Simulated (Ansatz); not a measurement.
**A series of single points on SiC**

System: SiC (I-4m2, 2 atoms in the cell).
Method: DFT PBEsol, scalar-relativistic, plane waves, PAW, no spin polarisation (Ansatz 0.2.0).

The 5 runs differ only in the geometry, by a strain of the cell at fixed fractional positions. Against run 3, the strain is εxx = η and εyy = η. The structure derives from an entry of the Crystallography Open Database.

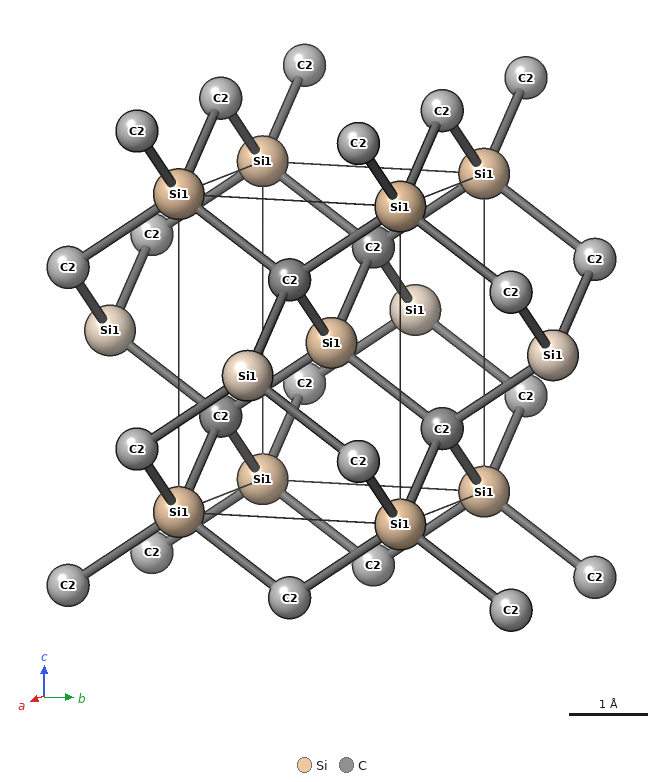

Figure 1. The structure of run 3 (ball-and-stick view of the cell 2 times as large as that of the calculation, set on its symmetry axes, seen slightly off an axis; neighbours outside the cell are drawn fainter; atoms are numbered from 1 in the order of the input).

**Input of run 3**
```yaml
crystal:
  lattice:
    - [0.0, 2.174, 2.08704]
    - [2.174, 0.0, 2.08704]
    - [2.174, 2.174, 0.0]
  atoms:
    - { symbol: Si, position: [0.0, 0.0, 0.0] }
    - { symbol: C, position: [0.75, 0.75, 0.75] }
basis:
  ecutwfc: 420
kpoints:
  mp_grid: { grid: [12, 12, 12] }
hamiltonian:
  xc: pbesol
scf:
  occupations: { method: gaussian, width: 0.05 }
output:
  forces: true
  stress: true
  eigenvalues: true
```

Command:
```bash
ansatz run input.yaml --threads 1 --pin off --max-ram 1228MiB --backend cpu --events-out ev --progress --plain --runs-dir out
```

Run 2 differs from it as follows:
```diff
-    - [0.0, 2.174, 2.08704]
-    - [2.174, 0.0, 2.08704]
-    - [2.174, 2.174, 0.0]
+    - [0.0, 2.08704, 2.08704]
+    - [2.08704, 0.0, 2.08704]
+    - [2.08704, 2.08704, 0.0]
```

**Results, with one run withheld**

```csv
run,strain parameter η (%),"free energy per atom, from the lowest run given (meV)",pressure (GPa),gap on the mesh (eV)
1,−8.0000,355.80,70.80,0.75
2,−4.0000,?,?,?
3,0.0000,0.00,11.23,0.78
4,4.0000,14.63,−7.03,0.51
5,8.0000,122.44,−19.94,0.32
```

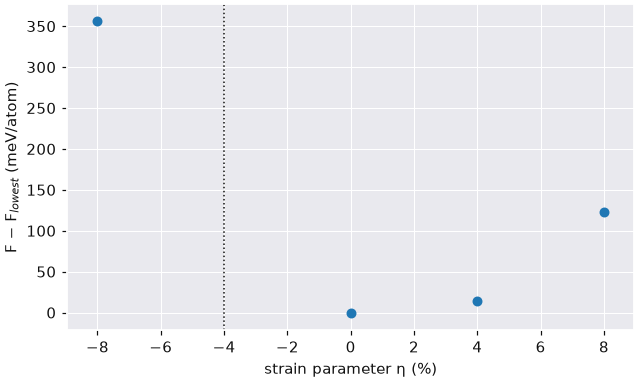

Figure 2. Free energy per atom of the runs given; the dotted line marks run 2.

What should run 2 give?

A quadratic polynomial in the coordinate, fitted to the 4 runs given, misses them by at most 7.67 meV per atom. With x = η − 1.0000, it reads F = −4.9282 − 7.0226 x + 3.6613 x² (meV per atom). At run 2 it gives 121.72 meV per atom, and the run itself gives 103.62. The fit has its minimum at η = 1.9590 %. So low a polynomial doesn't follow these energies more closely. The gap on the mesh lies between 0.32 eV (run 5) and 1.12 eV (run 2); run 2 has 1.12 eV. These are gaps of this functional on this mesh, which can miss the band edges; they aren't the measured gap.

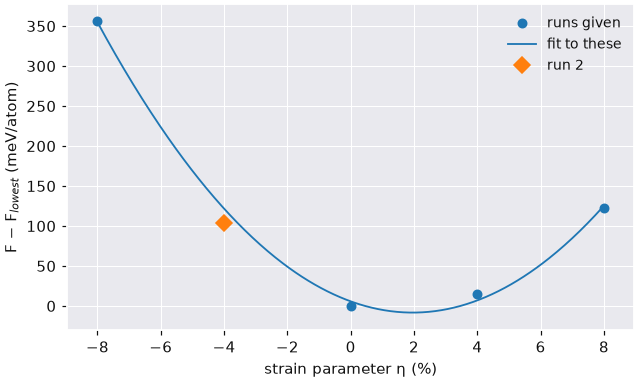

Figure 3. The fit and the withheld run.

**Output, shortened to warnings, some set-up lines, iterations and results (run 2)**
```
Basis set: ecut = 420 eV, 339 PW (Γ), exchange–correlation on 40×40×40 points (8 copies of the dense FFT grid, shifted against one another)
Symmetry: 24 space group operations
k-points: 72 of 1728 (time reversal used)
Initial density: superposition of atomic densities (neutral atoms: chi_scale 0, normalization atom), corrected by the library's trained network
[...]
SCF iter   1: F=—  HF=-868.453212 eV  |F-HF|=—  |Δ(HF+E_count)|=         —  Δρ=7.12e-3  dr2=9.87e-3  ethr=1.77e-3  ⟨swp⟩=5.5  Hψ=4702  notcnv=0
SCF iter   2: F=—  HF=-868.450376 eV  |F-HF|=—  |Δ(HF+E_count)|=   2.84e-3  Δρ=1.79e-3  dr2=3.64e-4  ethr=1.23e-4  ⟨swp⟩=2.6  Hψ=1482  notcnv=0
SCF iter   3: F=—  HF=-868.450290 eV  |F-HF|=—  |Δ(HF+E_count)|=   8.63e-5  Δρ=7.42e-4  dr2=5.04e-5  ethr=4.55e-6  ⟨swp⟩=2.5  Hψ=846  notcnv=0
SCF iter   4: F=—  HF=-868.450305 eV  |F-HF|=—  |Δ(HF+E_count)|=   1.54e-5  Δρ=1.04e-4  dr2=9.04e-7  ethr=6.30e-7  ⟨swp⟩=1.1  Hψ=595  notcnv=0
SCF iter   5: F=-868.450306 eV  HF=-868.450306 eV  |F-HF|=1.52e-9  |Δ(HF+E_count)|=   2.60e-7  Δρ=6.26e-6  dr2=2.79e-9  ethr=1.13e-8  ⟨swp⟩=1.9  Hψ=823  notcnv=0
SCF iter   6: F=-868.450306 eV  HF=-868.450306 eV  |F-HF|=1.34e-11  |Δ(HF+E_count)|=   1.88e-9  Δρ=4.84e-7  dr2=1.90e-11  ethr=3.49e-11  ⟨swp⟩=1.3  Hψ=1756  notcnv=0
SCF 1 converged in 6 iterations: F = -868.450306 eV  dr2 = 1.90e-11
SCF converged after 6 iterations
Free energy (F): -868.450306 eV
Harris-Foulkes:  -868.450306 eV  (|F-HF|=1.34e-11)
Internal energy: -868.450306 eV  (E = F + TS)
E sigma→0 (E₀):  -868.450306 eV
Fermi energy:    11.683707 eV
--- Per-component energies (eV) ---
  E_band       = 38.953986
  E_kinetic    = 142.719043
  E_local      = -96.079621  (includes V_loc(G=0)·N_el)
  E_nonlocal   = 53.949431
  E_hartree    = 30.334508
  E_xc         = -107.086535
  E_vxc        = -112.294254  (∫ρ·V_xc dr)
  E_paw        = -595.007772  (= ΣΔE_a)
  E_vpaw       = -10.009659  (= ΣTr[D̂ρ^β])
  E_aug_tail   = 0.000019  (compensation charges beyond the density's cutoff)
  E_ewald      = -297.332038
  E_core_change = 0.052661  (= ΣΔE_core)
  E_smearing   = -0.000000  (= −TS)
  E_closure    = -0.000000  (closes the sum)
  Σ components = -868.450306   (vs F -868.450306, Δ=0.00e0)
--- Forces (eV/Å), atoms counted from 1 ---
  atom   1  Si    -0.00000000     0.00000000     0.00000000
  atom   2  C      0.00000000    -0.00000000    -0.00000000
  max |Σ_I F_I| component: 1.85e-16 eV/Å
--- Stress (GPa, compression-positive) ---
       36.446596      -0.000000      -0.000000
        0.000000      36.446596       0.000000
       -0.000000       0.000000      36.446596
  P = ⅓ Tr σ = 36.4466 GPa (364.466 kbar)
```
